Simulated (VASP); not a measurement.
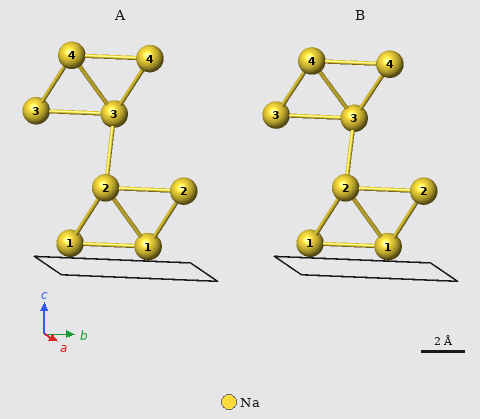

Two geometries of a slab of composition Na, drawn at one scale. One is the start of a relaxation, the other its converged end. The picture is a ball-and-stick view of the 1 × 2 repeat of the cell, outlined in the plane, without the vacuum, seen slightly off an axis.

The calculation used Kohn-Sham DFT of a periodic cell, PBE with dDsC, VASP PAW PBE potentials, recommended (VASP 6.6.1). (plane-wave cutoff 520 eV; k-point mesh 8 × 8 × 1; occupations gaussian; smearing width 0.05 eV; no spin polarisation)

Q: Which of the two is the end point?

A: Structure B is the relaxed one. The run lets the atoms move in a fixed cell. 2 atoms are held fixed. The atom that moves furthest is Na4 (0.28 Å along the normal (−c)). The lattice vectors keep their values. Some distances before and after: Na2–Na3 3.777 → 3.607 Å, Na2–Na3 (another image) 3.753 → 3.585 Å, Na3–Na4 3.753 → 3.698 Å, Na3–Na4 (another image) 3.777 → 3.724 Å. Over 9 geometry steps the energy falls by 11.0 meV per cell of the calculation. Largest force component: 0.062 eV/Å at the start, 0.028 eV/Å at the end.
